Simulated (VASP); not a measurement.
## Run report: Si, geometry relaxation (part 2 of 2)

Si (P6₃/mmc, 2 atoms in the cell); Kohn-Sham DFT of a periodic cell, PBE, VASP PAW PBE potentials, recommended, no spin polarisation (VASP 6.6.1); cutoff 600 eV, 12×12×6 k-mesh, Gaussian smearing of 0.03 eV. The structure derives from a Materials Project entry.

Geometry of the input (Å; fractional positions):
```
2.6418  0.0000  0.0000
-1.3209  2.2878  0.0000
0.0000  0.0000  4.4424
Si 0.3333  0.6667  0.2500
Si 0.6667  0.3333  0.7500
```

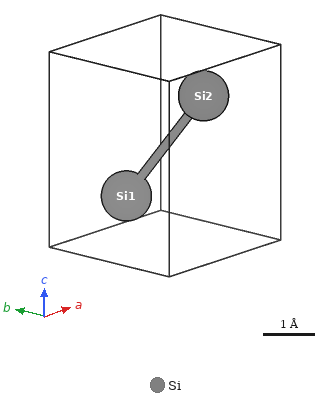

*The geometry at step 1 of the log (ball-and-stick view of the cell of the calculation, seen at an oblique angle; atoms are numbered from 1 in the order of the input).*

Parts of OUTCAR, continued
```
 Free energy of the ion-electron system (eV)
  ---------------------------------------------------
  ext. energy  EPLUGINS =         0.00000000
  ---------------------------------------------------
  free energy    TOTEN  =        -9.80588834 eV

  energy without entropy =       -9.80584643  energy(sigma->0) =       -9.80586738

------------------------ aborting loop because EDIFF is reached ----------------------------------------

  FORCE on cell =-STRESS in cart. coord.  units (eV):
  Direction    XX          YY          ZZ          XY          YZ          ZX
  --------------------------------------------------------------------------------------
  -------------------------------------------------------------------------------------
  Total        1.1172083      1.1172083      1.1518474     -0.0000000      0.0000000      0.0000000
  in kB       66.6674433     66.6674433     68.7344728     -0.0000000      0.0000000      0.0000000
  external PRESSURE =      67.3564531 kB  Pullay stress =       0.0000000 kB

 VOLUME and BASIS-vectors are now :
 -----------------------------------------------------------------------------
  energy-cutoff  :      600.00
  volume of cell :       26.85
      direct lattice vectors                 reciprocal lattice vectors
     2.641753387  0.000000000  0.000000000     0.378536469  0.218548132  0.000000000
    -1.320876694  2.287825544  0.000000000     0.000000000  0.437096265  0.000000000
     0.000000000  0.000000000  4.442380370     0.000000000  0.000000000  0.225104542

 POSITION                                       TOTAL-FORCE (eV/Angst)
 -----------------------------------------------------------------------------------
     -0.00000      1.52522      1.11060        -0.000000     -0.000000      0.000000
      1.32088      0.76261      3.33179         0.000000      0.000000      0.000000
 -----------------------------------------------------------------------------------
    total drift:                               -0.000000      0.000000     -0.000000

  FREE ENERGIE OF THE ION-ELECTRON SYSTEM (eV)
  ---------------------------------------------------
  free  energy   TOTEN  =        -9.8058883369 eV

  energy  without entropy=       -9.8058464282  energy(sigma->0) =       -9.80586738

--------------------------------------- Ionic step        2  -------------------------------------------

 number of electron       8.0000000 magnetization

------------------------ aborting loop because EDIFF is reached ----------------------------------------

  FORCE on cell =-STRESS in cart. coord.  units (eV):
  Direction    XX          YY          ZZ          XY          YZ          ZX
  --------------------------------------------------------------------------------------
  -------------------------------------------------------------------------------------
  Total        1.1387419      1.1387419      1.1072800     -0.0000000      0.0000000      0.0000000
  in kB       67.9524232     67.9524232     66.0749936     -0.0000000      0.0000000      0.0000000
  external PRESSURE =      67.3266133 kB  Pullay stress =       0.0000000 kB

 VOLUME and BASIS-vectors are now :
 -----------------------------------------------------------------------------
  energy-cutoff  :      600.00
  volume of cell :       26.85
      direct lattice vectors                 reciprocal lattice vectors
     2.641017827 -0.000000000  0.000000000     0.378641897  0.218609001  0.000000000
    -1.320508914  2.287188530 -0.000000000     0.000000000  0.437218002  0.000000000
     0.000000000  0.000000000  4.444855245     0.000000000  0.000000000  0.224979205

 POSITION                                       TOTAL-FORCE (eV/Angst)
 -----------------------------------------------------------------------------------
     -0.00000      1.52479      1.11121         0.000000     -0.000000     -0.000000
      1.32051      0.76240      3.33364        -0.000000      0.000000      0.000000
 -----------------------------------------------------------------------------------
    total drift:                               -0.000000      0.000000     -0.000000

  FREE ENERGIE OF THE ION-ELECTRON SYSTEM (eV)
  ---------------------------------------------------
  free  energy   TOTEN  =        -9.8058888901 eV

  energy  without entropy=       -9.8058364145  energy(sigma->0) =       -9.80586265

--------------------------------------- Ionic step        3  -------------------------------------------

 number of electron       8.0000000 magnetization

 Free energy of the ion-electron system (eV)
  ---------------------------------------------------
  ext. energy  EPLUGINS =         0.00000000
  ---------------------------------------------------
  free energy    TOTEN  =        -9.80589321 eV

  energy without entropy =       -9.80584704  energy(sigma->0) =       -9.80587013

 E-fermi :  11.1793     XC(G=0): -11.5003     alpha+bet :-17.8661

 val. band max:       11.1778869127   @ k =   0.3333   0.3333   0.0000
 cond. band min:      11.3036403530   @ k =   0.2500   0.1667   0.3333
 fundamental gap:      0.1257534403
 Fermi energy:        11.1793039676

 k-point     1 :       0.0000    0.0000    0.0000
  band No.  band energies     occupation
      1      -3.9793      2.00000
      2       2.9212      2.00000
      3       3.6061      2.00000
      4      20.4415      0.00000
      5      20.4415      0.00000
      6      21.6514      0.00000
      7      21.6514      0.00000
      8      22.4473      0.00000

 k-point     2 :       0.0833   -0.0000    0.0000
  band No.  band energies     occupation
      1      -3.7863      2.00000
      2       3.1111      2.00000
      3       3.7880      2.00000
      4      17.9162      0.00000
      5      19.1279      0.00000
      6      20.9782      0.00000
      7      22.4860      0.00000
      8      23.1088      0.00000

 k-point     3 :       0.1667   -0.0000    0.0000
  band No.  band energies     occupation
      1      -3.2086      2.00000
      2       3.6786      2.00000
      3       4.3333      2.00000
      4      14.4537      0.00000
      5      17.6638      0.00000
      6      19.8004      0.00000
      7      20.3828      0.00000
      8      21.0869      0.00000

 k-point     4 :       0.2500   -0.0000    0.0000
  band No.  band energies     occupation
      1      -2.2496      2.00000
      2       4.6154      2.00000
      3       5.2395      2.00000
      4      11.1290      1.98225
      5      16.5035      0.00000
      6      17.3579      0.00000
      7      18.2134      0.00000
      8      18.7091      0.00000

 k-point     5 :       0.3333   -0.0000    0.0000
  band No.  band energies     occupation
      1      -0.9157      2.00000
      2       5.8906      2.00000
      3       6.4993      2.00000
      4       8.0965      2.00000
      5      14.5150      0.00000
      6      15.3054      0.00000
      7      15.6711      0.00000
      8      17.8710      0.00000

 [... the levels of 18 k-points are left out ...]

 k-point    24 :       0.3333   -0.0000    0.1667
  band No.  band energies     occupation
      1      -0.7142      2.00000
      2       4.0429      2.00000
      3       8.1714      2.00000
      4       8.7960      2.00000
      5      12.8785      0.00000
      6      15.8470      0.00000
      7      17.2070      0.00000
      8      17.9801      0.00000

 [... further k-points ...]

------------------------ aborting loop because EDIFF is reached ----------------------------------------

  FORCE on cell =-STRESS in cart. coord.  units (eV):
  Direction    XX          YY          ZZ          XY          YZ          ZX
  --------------------------------------------------------------------------------------
  -------------------------------------------------------------------------------------
  Total        1.1288028      1.1288028      1.1279291     -0.0000000      0.0000000      0.0000000
  in kB       67.3593257     67.3593257     67.3071901     -0.0000000      0.0000000      0.0000000
  external PRESSURE =      67.3419472 kB  Pullay stress =       0.0000000 kB

 VOLUME and BASIS-vectors are now :
 -----------------------------------------------------------------------------
  energy-cutoff  :      600.00
  volume of cell :       26.85
      direct lattice vectors                 reciprocal lattice vectors
     2.641367878 -0.000000000  0.000000000     0.378591717  0.218580030  0.000000000
    -1.320683939  2.287491683 -0.000000000     0.000000000  0.437160059  0.000000000
     0.000000000  0.000000000  4.443677202     0.000000000  0.000000000  0.225038848

 POSITION                                       TOTAL-FORCE (eV/Angst)
 -----------------------------------------------------------------------------------
     -0.00000      1.52499      1.11092        -0.000000      0.000000      0.000000
      1.32068      0.76250      3.33276         0.000000     -0.000000      0.000000
 -----------------------------------------------------------------------------------
    total drift:                               -0.000000      0.000000     -0.000000

  FREE ENERGIE OF THE ION-ELECTRON SYSTEM (eV)
  ---------------------------------------------------
  free  energy   TOTEN  =        -9.8058932124 eV

  energy  without entropy=       -9.8058470446  energy(sigma->0) =       -9.80587013

 reached required accuracy - stopping structural energy minimisation
```

CONTCAR
```
Si
   1.00000000000000
     2.6413678779303535   -0.0000000000016307    0.0000000000000000
    -1.3206839390665743    2.2874916830060839   -0.0000000000000000
     0.0000000000000000    0.0000000000000000    4.4436772017094466
  Si
     2
Direct
     0.3333333300000021    0.6666666699999979    0.2500000000000000
     0.6666666699999979    0.3333333300000021    0.7500000000000000

  0.00000000E+00  0.00000000E+00  0.00000000E+00
  0.00000000E+00  0.00000000E+00  0.00000000E+00
```

Trajectory as extended XYZ (Å, eV, eV/Å), 3 frames, from step=0 to step=2
```
2
Lattice="2.6418 0.0000 0.0000 -1.3209 2.2878 0.0000 0.0000 0.0000 4.4424" Properties=species:S:1:pos:R:3:forces:R:3 step=0 energy=-9.80589
Si    0.0000    1.5252    1.1106    0.0000   0.0000   0.0000
Si    1.3209    0.7626    3.3318    0.0000   0.0000   0.0000
2
Lattice="2.6410 -0.0000 0.0000 -1.3205 2.2872 -0.0000 0.0000 0.0000 4.4449" Properties=species:S:1:pos:R:3:forces:R:3 step=1 energy=-9.80589
Si    0.0000    1.5248    1.1112    0.0000   0.0000   0.0000
Si    1.3205    0.7624    3.3336    0.0000   0.0000   0.0000
2
Lattice="2.6414 -0.0000 0.0000 -1.3207 2.2875 -0.0000 0.0000 0.0000 4.4437" Properties=species:S:1:pos:R:3:forces:R:3 step=2 energy=-9.80589
Si    0.0000    1.5250    1.1109    0.0000   0.0000   0.0000
Si    1.3207    0.7625    3.3328    0.0000   0.0000   0.0000
```

Summary

| quantity | value |
| --- | --- |
| outcome | converged |
| space group (tolerance 0.01 Å) | P6₃/mmc (194) |
| electrons treated | 8 |
| free energy | −9.8059 eV |
| gap on the k-point mesh | none (metallic) |
| pressure | 6.73 GPa |
| final volume | 26.85 Å³ |
| largest force (length of the vector) at the end | under 0.001 eV/Å |
| final cell | a = 2.641 Å, b = 2.641 Å, c = 4.444 Å, α = 90.00°, β = 90.00°, γ = 120.00° |
| hardware | 1 thread of Intel Xeon (Granite Rapids), 360 GiB of memory available, shared host |
| wall time | 12 s |
| peak memory | 0.14 GiB |

The cell is under a pressure of 6.7 GPa at this level, so it is not at its equilibrium volume.
